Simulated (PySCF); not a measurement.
**Run report: Si, single-point calculation**

The run: single-point calculation of Si (Fd-3m, 2 atoms in the cell). Method and program: Kohn-Sham DFT of a periodic cell in Gaussian orbitals, LDA, DZVP-MOLOPT-SR/GTH-PBE, no spin polarisation (PySCF 2.14.0).

The structure derives from a Materials Project entry. Its volume is 0.98 times that of the source entry. It belongs to a series of runs on one base structure; here: volume scaled by 0.98.

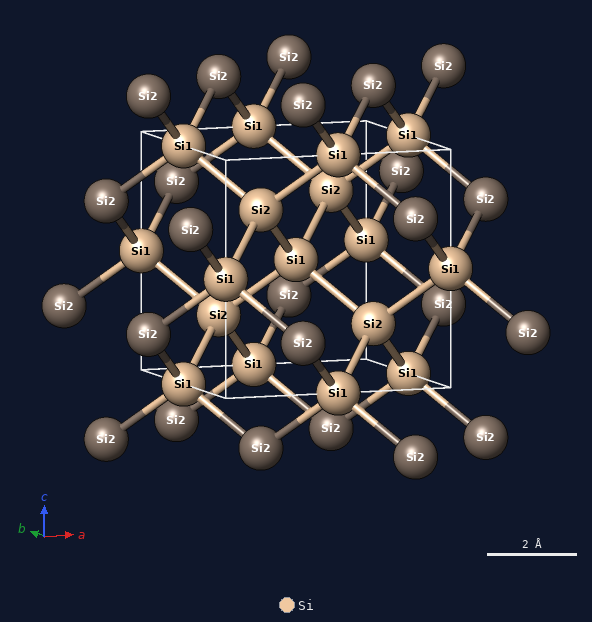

Figure 1. The structure as given in the input (ball-and-stick view of the cell 4 times as large as that of the calculation, set on its symmetry axes, seen slightly off an axis; neighbours outside the cell are drawn fainter; atoms are numbered from 1 in the order of the input). An atom can appear more than once, as a periodic image.

Results in brief:

```tsv
quantity	value
outcome	converged
space group (tolerance 0.01 Å)	Fd-3m (227)
electrons treated	8
free energy	−213.7961 eV
total energy	−213.7960 eV
Fermi energy	6.636 eV
gap on the k-point mesh	0.59 eV
hardware	4 threads of AMD EPYC (Zen 3), 189 GiB of memory available, shared host
wall time	1.9 min (CPU time 4.7 min)
peak memory	1.5 GiB
```

Input file:
```python
import json
import numpy as np
from pyscf.pbc import gto, scf, dft, df
from pyscf.pbc.tools import pyscf_ase
from ase import Atoms

atoms = Atoms(['Si', 'Si'],
              cell=[[0.0, 2.7035831784, 2.7035831784], [2.7035831784, 0.0, 2.7035831784], [2.7035831784, 2.7035831784, 0.0]],
              scaled_positions=[[0.5, 0.5, 0.5], [0.75, 0.75, 0.75]],
              pbc=True)
cell = pyscf_ase.cell_from_ase(atoms)
cell.basis = 'DZVP-MOLOPT-SR-GTH-q4'
cell.pseudo = 'GTH-PBE-q4'
cell.ke_cutoff = 50  # hartree
cell.exp_to_discard = 0.02
cell.precision = 1e-08
cell.max_memory = 5880  # MB
cell.verbose = 4
cell.build()

res = {}
kpts = cell.make_kpts([6, 6, 6])
mf = dft.KRKS(cell, kpts, xc='LDA_X,LDA_C_PW')
mf = mf.multigrid_numint()
mf = mf.smearing(sigma=0.00183747, method='fermi')  # hartree
mf.conv_tol = 1e-07
mf.max_cycle = 60

atoms.calc = pyscf_ase.PySCF(method=mf)
print('ASE energy = %.8f eV' % atoms.get_potential_energy())
mf = atoms.calc.method_scan
res.update(converged=bool(mf.converged), e_tot=mf.e_tot, nelec=cell.nelectron, nao=cell.nao, mesh=list(map(int, cell.mesh)), a=cell.lattice_vectors().tolist(), coords=cell.atom_coords().tolist(),
           mo_energy=[np.real(x).tolist() for x in mf.mo_energy], mo_occ=[np.real(x).tolist() for x in mf.mo_occ])
res.update(e_free=mf.e_free, e_zero=mf.e_zero)
res.update(kpts=cell.get_scaled_kpts(kpts).tolist())
res['parts'] = {k: float(np.real(v)) for k, v in mf.scf_summary.items() if np.isscalar(v)}
json.dump(res, open('results.json', 'w'))
if not mf.converged:
    raise SystemExit('SCF not converged')

print('levels (eV)')
for i, kp in enumerate(res['kpts'][:40]):
    print('k %7.4f %7.4f %7.4f  ' % tuple(kp), ' '.join('%.3f' % (x * 27.211386) for x in res['mo_energy'][i][:9]))

# Mulliken populations
dm, s = np.asarray(mf.make_rdm1()), np.asarray(mf.get_ovlp())
sites = cell.aoslice_by_atom()[:, 2:]
tot = np.einsum('kij,kji->i', dm, s).real / len(kpts)
res['mulliken'] = [cell.atom_charge(i) - tot[a0:a1].sum() for i, (a0, a1) in enumerate(sites)]
print('Mulliken charges', np.round(res['mulliken'], 5))
res['done'] = True
json.dump(res, open('results.json', 'w'))
```

Run as:
```bash
OMP_NUM_THREADS=4 python -u run.py > log
```

The program's output:
```
Discarded 0 diffused primitive functions, 0 contracted functions

PySCF version 2.14.0

[INPUT] verbose = 4
[INPUT] num. atoms = 2
[INPUT] num. electrons = 8
[INPUT] charge = 0
[INPUT] spin (= nelec alpha-beta = 2S) = 0
[INPUT] symmetry False subgroup None
[INPUT] Mole.unit = angstrom
[INPUT] Symbol           X                Y                Z      unit          X                Y                Z       unit  Magmom
[INPUT]  1 Si     2.703583178400   2.703583178400   2.703583178400 AA    5.109031762157   5.109031762157   5.109031762157 Bohr   0.0
[INPUT]  2 Si     4.055374767600   4.055374767600   4.055374767600 AA    7.663547643236   7.663547643236   7.663547643236 Bohr   0.0

nuclear repulsion = -8.43494156218348
number of shells = 6
number of NR pGTOs = 72
number of NR cGTOs = 26
basis = DZVP-MOLOPT-SR-GTH-q4
ecp = {}
lattice vectors  a1 [0.000000000, 5.109031762, 5.109031762]
                 a2 [5.109031762, 0.000000000, 5.109031762]
                 a3 [5.109031762, 5.109031762, 0.000000000]
dimension = 3
low_dim_ft_type = None
Cell volume = 266.714
exp_to_discard = 0.02
rcut = 26.387083439391 (nimgs = [5 5 5])
precision = 1e-08
pseudo = GTH-PBE-q4
ke_cutoff = 50
    = [25 25 25] mesh (15625 PWs)
Create scanner for <class 'pyscf.pbc.scf.smearing.SmearingKRKS'>
Set new lattice vectors
[[0.         2.70358318 2.70358318]
 [2.70358318 0.         2.70358318]
 [2.70358318 2.70358318 0.        ]]
New geometry
   1 Si     2.703583178400   2.703583178400   2.703583178400 AA    5.109031762157   5.109031762157   5.109031762157 Bohr
   2 Si     4.055374767600   4.055374767600   4.055374767600 AA    7.663547643236   7.663547643236   7.663547643236 Bohr
Discarded 0 diffused primitive functions, 0 contracted functions

******** <class 'pyscf.scf.hf.SmearingKRKS_Scanner'> ********
method = SmearingKRKS_Scanner
initial guess = minao
damping factor = 0
level_shift factor = 0
DIIS = <class 'pyscf.scf.diis.CDIIS'>
diis_start_cycle = 1
diis_space = 8
diis_damp = 0
SCF conv_tol = 1e-07
SCF conv_tol_grad = None
SCF max_cycles = 60
direct_scf = True
direct_scf_tol = 1e-13

******** PBC SCF flags ********
N kpts = 216
Exchange divergence treatment (exxdiv) = ewald
    madelung (= occupied orbital energy shift) = 0.07478361014302409
    Total energy shift due to Ewald probe charge = -1/2 * Nelec*madelung = -0.299134440572
Smearing method = fermi
DF object = <pyscf.pbc.df.fft.FFTDF object>
XC functionals = LDA_X,LDA_C_PW
small_rho_cutoff = 0
Uniform grid, mesh = [25 25 25]
Set gradient conv threshold to 0.000316228
nelec by numeric integration = 7.999999999999997
init E= -7.78802476318231
    sigma = 0.00183747  Optimized mu = 0.247741901966  entropy = 0.00467069581214
nelec by numeric integration = 8.00000000000001
    Total E(T) = -7.85651611442746  Free energy = -7.85652469669089  E0 = -7.85652040555918
cycle= 1 E= -7.85651611442746  delta_E= -0.0685  |g|= 0.313  |ddm|= 36.9
    sigma = 0.00183747  Optimized mu = 0.24239461596  entropy = 0.00121887180592
nelec by numeric integration = 8.00000000000001
    Total E(T) = -7.85682381347142  Free energy = -7.8568260531118  E0 = -7.85682493329161
cycle= 2 E= -7.85682381347142  delta_E= -0.000308  |g|= 0.0873  |ddm|= 1.34
    sigma = 0.00183747  Optimized mu = 0.243905679796  entropy = 0.00181463770965
nelec by numeric integration = 8.00000000000001
    Total E(T) = -7.85685728338214  Free energy = -7.85686061772449  E0 = -7.85685895055331
cycle= 3 E= -7.85685728338214  delta_E= -3.35e-05  |g|= 0.00257  |ddm|= 0.316
    sigma = 0.00183747  Optimized mu = 0.243854910832  entropy = 0.0017932552558
nelec by numeric integration = 8.000000000000009
    Total E(T) = -7.85685735287999  Free energy = -7.85686064793273  E0 = -7.85685900040636
cycle= 4 E= -7.85685735287999  delta_E= -6.95e-08  |g|= 1.35e-05  |ddm|= 0.00889
    sigma = 0.00183747  Optimized mu = 0.243855229893  entropy = 0.00179340647848
```

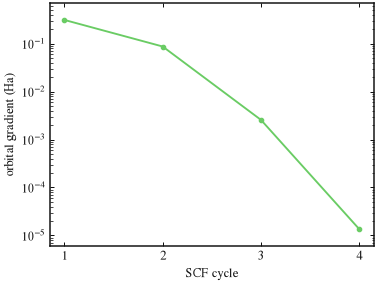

Figure 2. Convergence of the self-consistent field: orbital gradient against the SCF cycle. The residual falls at every step.

```
nelec by numeric integration = 8.000000000000009
    Total E(T) = -7.8568573526029  Free energy = -7.8568606479335  E0 = -7.8568590002682
Extra cycle  E= -7.8568573526029  delta_E= 2.77e-10  |g|= 4.85e-06  |ddm|= 6.31e-05
converged SCF energy = -7.8568573526029
ASE energy = -213.79597833 eV
levels (eV)
k  0.0000  0.0000  0.0000   -5.717 6.366 6.366 6.366 8.936 8.936 8.936 9.986 14.743
k -0.0000 -0.0000  0.1667   -5.353 3.951 5.910 5.910 8.744 9.605 9.605 12.094 14.202
k -0.0000 -0.0000  0.3333   -4.319 0.949 5.359 5.359 8.131 9.904 9.904 15.237 15.237
k  0.0000  0.0000  0.5000   -3.331 -0.729 5.163 5.163 7.895 9.717 9.717 17.296 17.908
k -0.0000 -0.0000  0.6667   -4.319 0.949 5.359 5.359 8.131 9.904 9.904 15.237 15.237
k  0.0000  0.0000  0.8333   -5.353 3.951 5.910 5.910 8.744 9.605 9.605 12.094 14.202
k  0.0000  0.1667 -0.0000   -5.353 3.951 5.910 5.910 8.744 9.605 9.605 12.094 14.202
k -0.0000  0.1667  0.1667   -5.229 4.331 5.144 5.144 8.021 10.779 10.779 11.030 13.437
k -0.0000  0.1667  0.3333   -4.400 1.885 4.332 4.586 8.295 10.656 11.036 11.558 15.999
k  0.0000  0.1667  0.5000   -3.176 -0.337 3.529 4.562 8.369 10.551 11.093 13.269 17.404
k  0.0000  0.1667  0.6667   -3.574 0.279 3.245 5.056 8.802 10.576 10.671 14.255 14.400
k  0.0000  0.1667  0.8333   -4.756 2.617 3.881 5.805 9.442 9.962 10.234 12.573 13.064
k  0.0000  0.3333 -0.0000   -4.319 0.949 5.359 5.359 8.131 9.904 9.904 15.237 15.237
k  0.0000  0.3333  0.1667   -4.400 1.885 4.332 4.586 8.295 10.656 11.036 11.558 15.999
k -0.0000  0.3333  0.3333   -3.787 1.335 3.901 3.901 6.994 8.361 13.825 13.825 16.675
k  0.0000  0.3333  0.5000   -2.600 -0.240 2.626 3.765 7.327 9.117 14.087 14.156 17.644
k -0.0000  0.3333  0.6667   -2.389 -0.458 1.814 4.218 7.844 12.453 13.052 13.684 14.199
k -0.0000  0.3333  0.8333   -3.574 0.279 3.245 5.056 8.802 10.576 10.671 14.255 14.400
k -0.0000  0.5000  0.0000   -3.331 -0.729 5.163 5.163 7.895 9.717 9.717 17.296 17.908
k -0.0000  0.5000  0.1667   -3.176 -0.337 3.529 4.562 8.369 10.551 11.093 13.269 17.404
k -0.0000  0.5000  0.3333   -2.600 -0.240 2.626 3.765 7.327 9.117 14.087 14.156 17.644
k  0.0000  0.5000  0.5000   -1.511 -1.511 3.461 3.461 6.960 6.960 16.803 16.803 18.068
k -0.0000  0.5000  0.6667   -2.600 -0.240 2.626 3.765 7.327 9.117 14.087 14.156 17.644
k  0.0000  0.5000  0.8333   -3.176 -0.337 3.529 4.562 8.369 10.551 11.093 13.269 17.404
k  0.0000  0.6667 -0.0000   -4.319 0.949 5.359 5.359 8.131 9.904 9.904 15.237 15.237
k -0.0000  0.6667  0.1667   -3.574 0.279 3.245 5.056 8.802 10.576 10.671 14.255 14.400
k  0.0000  0.6667  0.3333   -2.389 -0.458 1.814 4.218 7.844 12.453 13.052 13.684 14.199
k  0.0000  0.6667  0.5000   -2.600 -0.240 2.626 3.765 7.327 9.117 14.087 14.156 17.644
k -0.0000  0.6667  0.6667   -3.787 1.335 3.901 3.901 6.994 8.361 13.825 13.825 16.675
k  0.0000  0.6667  0.8333   -4.400 1.885 4.332 4.586 8.295 10.656 11.036 11.558 15.999
k -0.0000  0.8333  0.0000   -5.353 3.951 5.910 5.910 8.744 9.605 9.605 12.094 14.202
k -0.0000  0.8333  0.1667   -4.756 2.617 3.881 5.805 9.442 9.962 10.234 12.573 13.064
k  0.0000  0.8333  0.3333   -3.574 0.279 3.245 5.056 8.802 10.576 10.671 14.255 14.400
k -0.0000  0.8333  0.5000   -3.176 -0.337 3.529 4.562 8.369 10.551 11.093 13.269 17.404
k -0.0000  0.8333  0.6667   -4.400 1.885 4.332 4.586 8.295 10.656 11.036 11.558 15.999
k  0.0000  0.8333  0.8333   -5.229 4.331 5.144 5.144 8.021 10.779 10.779 11.030 13.437
k  0.1667  0.0000  0.0000   -5.353 3.951 5.910 5.910 8.744 9.605 9.605 12.094 14.202
k  0.1667 -0.0000  0.1667   -5.229 4.331 5.144 5.144 8.021 10.779 10.779 11.030 13.437
k  0.1667 -0.0000  0.3333   -4.400 1.885 4.332 4.586 8.295 10.656 11.036 11.558 15.999
k  0.1667  0.0000  0.5000   -3.176 -0.337 3.529 4.562 8.369 10.551 11.093 13.269 17.404
Mulliken charges [ 0. -0.]
```
